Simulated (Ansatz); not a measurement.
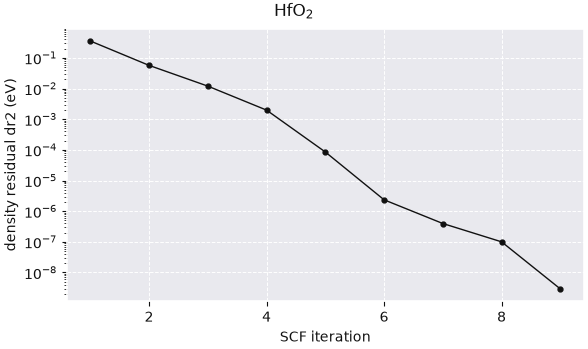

The plot shows the SCF iterations of a calculation: density residual dr2. The starting density is a sum of atomic densities corrected by a trained network.

HfO2 (12 atoms in the cell), run with Ansatz.

```
crystal:
  lattice:
    - [4.9839511758, 0.0, 0.0583680367]
    - [0.0, 5.1757430836, 0.0]
    - [-0.7766304057, 0.0, 5.0350293252]
  atoms:
    - { symbol: Hf, position: [0.2768742518, 0.0394958656, 0.2104665986] }
    - { symbol: Hf, position: [0.7231257482, 0.5394958656, 0.2895334014] }
    - { symbol: Hf, position: [0.7231257482, 0.9605041344, 0.7895334014] }
    - { symbol: Hf, position: [0.2768742518, 0.4605041344, 0.7104665986] }
    - { symbol: O, position: [0.4433899489, 0.7613613311, 0.4869391782] }
    - { symbol: O, position: [0.5566100511, 0.2613613311, 0.0130608218] }
    - { symbol: O, position: [0.5566100511, 0.2386386689, 0.5130608218] }
    - { symbol: O, position: [0.4433899489, 0.7386386689, 0.9869391782] }
    - { symbol: O, position: [0.0881585895, 0.3676143012, 0.3137114178] }
    - { symbol: O, position: [0.9118414105, 0.8676143012, 0.1862885822] }
    - { symbol: O, position: [0.9118414105, 0.6323856988, 0.6862885822] }
    - { symbol: O, position: [0.0881585895, 0.1323856988, 0.8137114178] }
basis:
  ecutwfc: 500
kpoints:
  mp_grid: { grid: [1, 1, 1] }
hamiltonian:
  xc: r2scan
scf:
  occupations: { method: gaussian, width: 0.02 }
  max_iter: 50
output:
  forces: true
  eigenvalues: true
  stress: true
```

Command:
```bash
ansatz run input.yaml --threads 4 --pin off --max-ram 10240MiB --backend cpu --events-out ev --progress --plain --runs-dir out
```

**How did this run end?**

The run converged; it took 9 iterations. The residual falls at every step.

**What is the residual at the start and at the end?**

It starts near 0.4 and ends near 3 × 10⁻⁹ eV.

**Is anything amiss with this input?**

The input holds a fault (one k-point for a small cell). The SCF closed all the same, which doesn't make the results meaningful for the real system.
